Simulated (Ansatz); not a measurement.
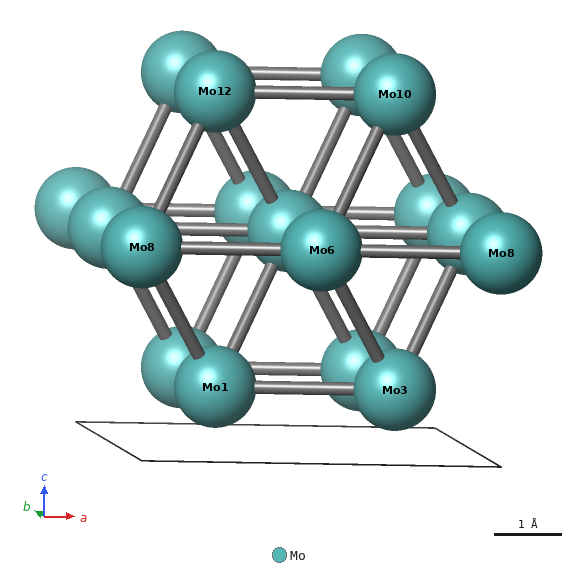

Starting structure of a slab of composition Mo (cut from the Im-3m phase). A ball-and-stick model of the cell of the calculation, outlined in the plane, without the vacuum, seen slightly off an axis.

Case: clean slab, lower planes held. The slab is the (1 1 0) face of Mo. 4 atoms are held fixed.

All numbers below come from Ansatz, DFT PBE, scalar-relativistic, plane waves, PAW.

Input file:
```yaml
crystal:
  lattice:
    - [5.4740406959, 0.0, 0.0]
    - [-1.824680232, 5.1609750621, 0.0]
    - [0.0, 0.0, 20.4695355121]
  atoms:
    - { symbol: Mo, position: [0.25, 0.25, 0.3908246963] }
    - { symbol: Mo, position: [0.25, 0.75, 0.3908246963] }
    - { symbol: Mo, position: [0.75, 0.25, 0.3908246963] }
    - { symbol: Mo, position: [0.75, 0.75, 0.3908246963] }
    - { symbol: Mo, position: [0.5, 0.5, 0.5] }
    - { symbol: Mo, position: [0.5, 0.0, 0.5] }
    - { symbol: Mo, position: [0.0, 0.5, 0.5] }
    - { symbol: Mo, position: [0.0, 0.0, 0.5] }
    - { symbol: Mo, position: [0.75, 0.75, 0.6091753037] }
    - { symbol: Mo, position: [0.75, 0.25, 0.6091753037] }
    - { symbol: Mo, position: [0.25, 0.75, 0.6091753037] }
    - { symbol: Mo, position: [0.25, 0.25, 0.6091753037] }
basis:
  ecutwfc: 420
kpoints:
  mp_grid: { grid: [4, 4, 1] }
hamiltonian:
  xc: pbe
scf:
  occupations: { method: gaussian, width: 0.1 }
output:
  forces: true
  eigenvalues: true
  write_density: true
  write_potential: true
  elf: true
  volumetric_format: npy
relax:
  adjacent_minimum: "off"
  f_tol: 0.03
  max_steps: 70
  constraints: [{ sites: [0, 1, 2, 3] }]
efield:
  axis: 3
  dipole_correction: true
  ramp_width: 0.04
```

Launched with:
```bash
ansatz run input.yaml --threads 4 --pin off --max-ram 10240MiB --backend cpu --events-out ev --progress --plain --runs-dir out
```

Predict the outcome.

Answer. The largest moves, 0.19 Å, are those of Mo9, Mo10, Mo11 and Mo12. Mo9 goes along the normal (−c). The cell doesn't change. Among the contacts that change: Mo1–Mo5 2.737 → 2.662 Å. Bond angles that change, for instance: Mo6–Mo2–Mo7 70.5° → 72.8°. Over 3 geometry steps the energy falls by 0.277 eV per cell of the calculation. Largest force component: 0.7 eV/Å at the start, 0.0015 eV/Å at the end.

After the run, drawn alike:

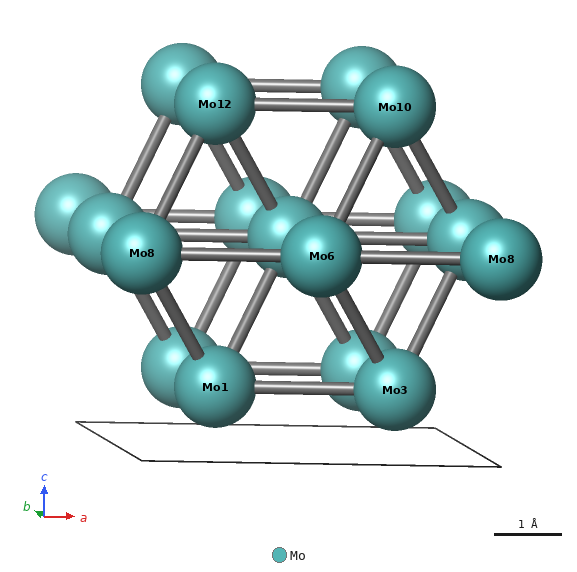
